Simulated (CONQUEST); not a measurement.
## Rb: 7 runs along one coordinate

System: Rb (Im-3m, 2 atoms in the cell).
Method: Kohn-Sham DFT of a periodic cell, PBE, PseudoDojo NC PBE, no spin polarisation (CONQUEST 1.3).

The 7 runs differ only in the geometry, by an even scaling of the cell at fixed fractional positions. The structure derives from an entry of the Crystallography Open Database.

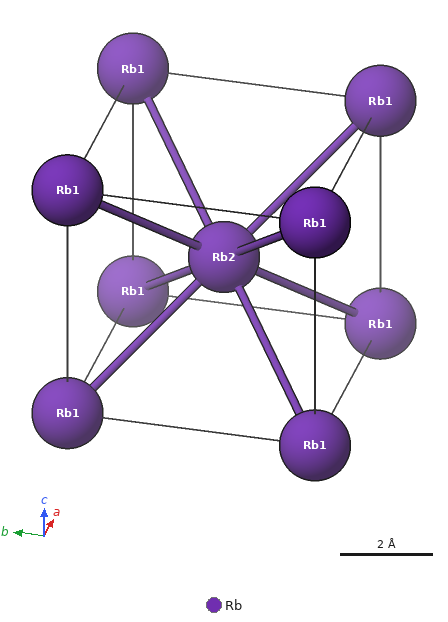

Figure 1. The structure of run 4 (ball-and-stick view of the cell of the calculation, seen at an oblique angle; atoms are numbered from 1 in the order of the input).

**Input of run 4**
```
IO.Title Rb
IO.Coordinates coords.dat
IO.FractionalAtomicCoords T
IO.Iprint 2
IO.Iprint_init 1
General.NumberOfSpecies 1
General.PseudopotentialType hamann
AtomMove.TypeOfRun static
AtomMove.FullStress T
Grid.PointsAlongX 60
Grid.PointsAlongY 60
Grid.PointsAlongZ 60
DM.SolutionMethod diagon
Diag.MPMesh T
Diag.GammaCentred T
Diag.MPMeshX 5
Diag.MPMeshY 5
Diag.MPMeshZ 5
Diag.kT 0.00183747
minE.SCTolerance 1e-6
SC.MaxIters 100
IO.AtomChargeOutput T
%block ChemicalSpeciesLabel
1 85.470 Rb
%endblock
```

Command:
```bash
Conquest
```

Lattice vectors (Å) and fractional positions of run 4:
```
   5.605000    0.000000    0.000000
   0.000000    5.605000    0.000000
   0.000000    0.000000    5.605000
Rb  0.000000  0.000000  0.000000
Rb  0.500000  0.500000  0.500000
```

Run 2 has the same physical settings and fractional positions; its lattice vectors (Å) are:
```
   5.529247    0.000000    0.000000
   0.000000    5.529247    0.000000
   0.000000    0.000000    5.529247
```

**Results, with one run withheld**

```csv
run,volume per atom (Å³),"free energy per atom, from the lowest run given (meV)",pressure (GPa)
1,82.761,10.09,0.37
2,84.522,?,?
3,86.283,3.60,0.20
4,88.043,1.74,0.15
5,89.804,0.59,0.07
6,91.565,0.10,0.02
7,93.326,0.00,−0.01
```

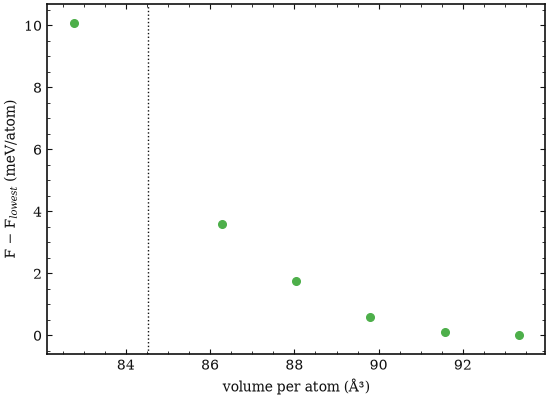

Figure 2. Free energy per atom of the runs given; the dotted line marks run 2.

What should run 2 give?

A cubic polynomial in V^(−2/3) (the Birch–Murnaghan form), fitted to the 6 runs given, misses them by at most 0.03 meV per atom. With x = V^(−2/3) − 0.05035 Å⁻², it reads F = 1.3771 + 1916.4 x + 7.1717e+05 x² + 3.9168e+07 x³ (meV per atom). At run 2 it gives 6.32 meV per atom, and the run itself gives 6.33. The slope of the fit gives a pressure −dF/dV of 0.29 GPa there, and the run prints 0.31 GPa. The fit has its minimum at 92.697 Å³ per atom, where V d²F/dV² gives 1.97 GPa: the bulk modulus at this level, since symmetry fixes the shape and the positions.

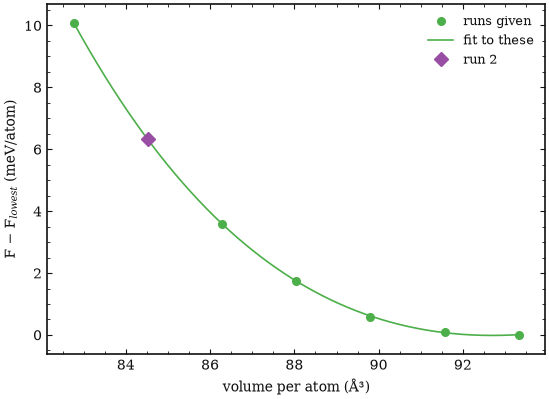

Figure 3. The fit and the withheld run.

**Some lines of the output (run 2)**
```
[...]
          DFT Total Energy                 :       -54.138320173985015 Ha
          Free Energy (E-TS)               :       -54.139854143058407 Ha
          DFT Total Energy                 :       -54.138902995518656 Ha
          Free Energy (E-TS)               :       -54.139624228030975 Ha
          DFT Total Energy                 :       -54.138979779533905 Ha
          Free Energy (E-TS)               :       -54.139625200926432 Ha
          DFT Total Energy                 :       -54.138980038404398 Ha
          Free Energy (E-TS)               :       -54.139625226319964 Ha
          DFT Total Energy                 :       -54.138980063984832 Ha
          Free Energy (E-TS)               :       -54.139625048293262 Ha
          DFT Total Energy                 :       -54.138979872711616 Ha
      | Free Energy as E-TS      =       -54.139625048293262 Ha
      |* DFT total energy        =       -54.138979872711616 Ha
    force: Average pressure:      0.30704813 GPa
```

Notes: With a small basis of atomic orbitals these values can differ much from converged plane-wave results.
